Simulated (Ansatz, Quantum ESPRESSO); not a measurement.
**KCl (Sylvite): the LO frequency by hand**

Aim: work out the LO frequency and the static dielectric constant of KCl (Sylvite) from one linear-response run, then check them.

Program: Quantum ESPRESSO 8.0 development, patched. Level of theory: DFT LDA, scalar-relativistic, plane waves, PseudoDojo norm-conserving pseudopotentials. Results are calculated unless marked as measured.

**1. Set-up**

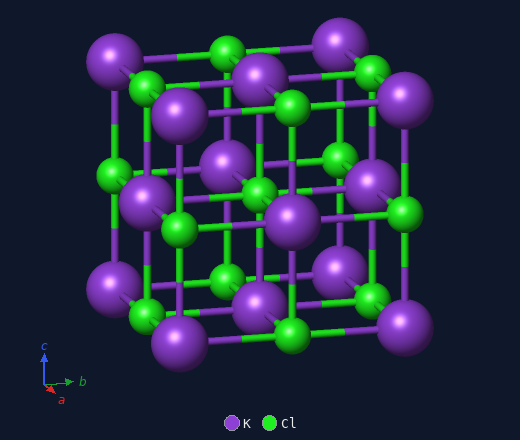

The starting structure, seen slightly off an axis (potassium purple, chlorine green). This picture shows the conventional cell, with its axes. Some periodic images of atoms are drawn too.

Structure file:

```
K Cl
1.0
    -3.03749    0.00000    3.03749
     0.00000    3.03749    3.03749
    -3.03749    3.03749    0.00000
K Cl
1 1
Cartesian
  0.0000 0.0000 0.0000
  -3.0375 3.0375 3.0375
```

This is the cell after its relaxation at this level of theory, not the database cell from which that began.

**2. What the response run gave**

A linear-response run on the relaxed cell, with the response to an electric field; only its zone-centre results are used. Cutoff 72 Ry, k mesh 6×6×6.

Log:

```text
[banners, grids, parts of the stress and lines that vanish by symmetry left out]
Program PHONON v.8.0dev
     Dynamical matrices for q-points given in input
     (   1q-points):
[...]
Exchange-correlation= PW
                           (   1   4   0   0   0   0   0)
[...]
kinetic-energy cut-off    =      72.0000  Ry
     charge density cut-off    =     288.0000  Ry
     convergence threshold     =      1.0E-18
[...]
Exchange-correlation= PW
                           (   1   4   0   0   0   0   0)
[...]
q = (   0.0000000   0.0000000   0.0000000 )
     49 Sym.Ops. (with q -> -q+G )
     G cutoff =  480.7167  (  30923 G-vectors)     FFT grid: ( 45, 45, 45)
     number of k points=    16
[...]
Mode symmetry, O_h (m-3m)  point group:
[...]
Dielectric constant
[...]
End of electric fields calculation
          Dielectric constant in cartesian axis
          (       2.511129776       0.000000000      -0.000000000 )
          (       0.000000000       2.511129776       0.000000000 )
          (      -0.000000000       0.000000000       2.511129776 )
          Effective charges (d Force / dE) in cartesian axis without acoustic sum rule applied (asr)
           atom    1  K     Mean Z*:        1.10963
      Ex  (        1.10963        0.00000       -0.00000 )
      Ey  (        0.00000        1.10963        0.00000 )
      Ez  (       -0.00000        0.00000        1.10963 )
           atom    2  Cl    Mean Z*:       -1.10979
      Ex  (       -1.10979       -0.00000        0.00000 )
      Ey  (        0.00000       -1.10979       -0.00000 )
      Ez  (        0.00000       -0.00000       -1.10979 )
          Effective charges Sum: Mean:       -0.00016
[...]
Effective charges (d Force / dE) in cartesian axis with asr applied:
           atom    1  K     Mean Z*:        1.10971
[...]
atom    2  Cl    Mean Z*:       -1.10971
[...]
Dielectric constant from finite-differences
          (       2.511146368       0.000000000       0.000000000 )
          (       0.000000000       2.511146368       0.000000000 )
          (       0.000000000       0.000000000       2.511146368 )
[...]
(      -0.000000000       0.000000000      -0.000000000 )
          (       0.000000000       0.000000000       0.000000000 )
          (       0.000000000       0.000000000      -0.000000000 )
          (       0.000000000      -0.000000000       0.000000000 )
          (       0.000000000      -0.000000000       0.000000000 )
          (       0.000000000       0.000000000      -0.000000000 )
          (      -0.000000000       0.000000000      -0.000000000 )
          (       0.000000000       0.000000000      -0.000000000 )
[...]
(      -0.000000000      -0.000000000       0.000000000 )
          (       0.000000000       0.000000000      -0.000000000 )
          (      -0.000000000       0.000000000       0.000000000 )
          (      -0.000000000       0.000000000      -0.000000000 )
          (       0.000000000      -0.000000000       0.000000000 )
[...]
Representation #   1 modes #   1   2   3
[...]
End of self-consistent calculation
     Convergence has been achieved
     Representation #   2 modes #   4   5   6
[...]
End of self-consistent calculation
     Convergence has been achieved
[...]
Dielectric constant in cartesian axis
          (       2.511129776       0.000000000      -0.000000000 )
          (       0.000000000       2.511129776       0.000000000 )
          (      -0.000000000       0.000000000       2.511129776 )
          Effective charges (d Force / dE) in cartesian axis without acoustic sum rule applied (asr)
           atom    1  K     Mean Z*:        1.10963
      Ex  (        1.10963        0.00000       -0.00000 )
      Ey  (        0.00000        1.10963        0.00000 )
      Ez  (       -0.00000        0.00000        1.10963 )
           atom    2  Cl    Mean Z*:       -1.10979
      Ex  (       -1.10979       -0.00000        0.00000 )
      Ey  (        0.00000       -1.10979       -0.00000 )
      Ez  (        0.00000       -0.00000       -1.10979 )
          Effective charges Sum: Mean:       -0.00016
[...]
Effective charges (d Force / dE) in cartesian axis with asr applied:
           atom    1  K     Mean Z*:        1.10971
[...]
atom    2  Cl    Mean Z*:       -1.10971
[...]
q = (    0.000000000   0.000000000   0.000000000 )
[...]
freq (    1) =      -0.031931 [THz] =      -1.065094 [cm-1]
     freq (    2) =      -0.031931 [THz] =      -1.065094 [cm-1]
     freq (    3) =      -0.031931 [THz] =      -1.065094 [cm-1]
     freq (    4) =       4.843007 [THz] =     161.545330 [cm-1]
     freq (    5) =       4.843007 [THz] =     161.545330 [cm-1]
     freq (    6) =       4.843007 [THz] =     161.545330 [cm-1]
[...]
Mode symmetry, O_h (m-3m)  point group:
     freq (   1-   3) =         -1.1  [cm-1]   --> T_1u G_15  G_4- I
     freq (   4-   6) =        161.5  [cm-1]   --> T_1u G_15  G_4- I

   JOB DONE.
```

```csv
quantity,value
cell volume Ω (Å³),56.050
mass of K (u),39.098
mass of Cl (u),35.450
"Born charge of K, raw (e)",1.110
"Born charge of Cl, raw (e)",-1.110
ε∞,2.511
ω(TO) after the sum rule (cm⁻¹),161.6
```

**3. The calculation**

The charges must sum to zero over the cell; taking off their mean, 0.000 e, leaves Z* = 1.110 e on K. In the polar mode K moves against Cl, so the reduced mass is μ = 39.10 × 35.45 / 74.55 = 18.592 u.

A longitudinal wave builds up a field that adds to the restoring force: ω(LO)² = ω(TO)² + 4π Z*² / (μ Ω ε∞), in Hartree atomic units. With μ = 33892 electron masses and Ω = 378.24 bohr³ the second term is 4.8072e-07 Ha², or 23156 cm⁻² (1 Ha = 219474.6 cm⁻¹).

So ω(LO) = √(26098 + 23156) = 221.9 cm⁻¹, and by the Lyddane-Sachs-Teller relation ε₀ = ε∞ (ω(LO)/ω(TO))² = 4.74.

**4. Check against the program**

The analysis program adds the same non-analytic term to the full matrix, here for q along (1 0 0).

Log:

```text
[banner, memory and clock lines left out]
Program DYNMAT v.8.0dev

     Reading Dynamical Matrix from file g.dyn
     ...Force constants read
     ...epsilon and Z* read
     ...Raman cross sections read

     Polarizability (A^3 units)
     multiply by 0.665022 for Clausius-Mossotti correction (not under assume_isolated = 'mt')
         6.740079    0.000000   -0.000000
         0.000000    6.740079    0.000000
        -0.000000    0.000000    6.740079

     IR activities are in (D/A)^2/amu units

# mode   [cm-1]    [THz]      IR
    1     -0.00   -0.0000    0.0000
    2     -0.00   -0.0000    0.0000
    3     -0.00   -0.0000    0.0000
    4    161.55    4.8431    1.5281
    5    161.55    4.8431    1.5281
    6    221.93    6.6534    1.5281
```

ε₀ comes from the program's run without a direction of q.

```
    quantity  by hand  program
ω(LO) (cm⁻¹)    221.9    221.9
          ε₀     4.74     4.74
```

**5. Summary of results**

| Property | Result |
| --- | --- |
| TO mode | 161.6 cm⁻¹ |
| LO mode | 221.9 cm⁻¹ |
| static dielectric constant | 4.739 |

In words: The LO mode of KCl (Sylvite) lies at 222 cm⁻¹, 60 cm⁻¹ above the TO mode; the formula meets the program within 0.1 cm⁻¹, as it must for a cubic crystal with one polar mode. ω(LO)² − ω(TO)² goes with Z*²/ε∞: an error of 5 % in ε∞ would move the LO mode by 2.5 cm⁻¹, and semilocal functionals tend to overestimate ε∞. These are harmonic values at zero temperature, at the volume of this functional, for the structure held cubic; stability elsewhere in the zone is no part of this calculation.

[Host names and launcher messages were left out of these logs when they were recorded.]

[Logs are printed without paths, hosts, clocks, repeated set-up lines and the standing remarks that a program may print on its own settings, such as how far it seeks lower states.]

[Hosts, paths, dates, database ids (printed as entryN), source tags and the programs' standing remarks are cut or masked in the printed files.]
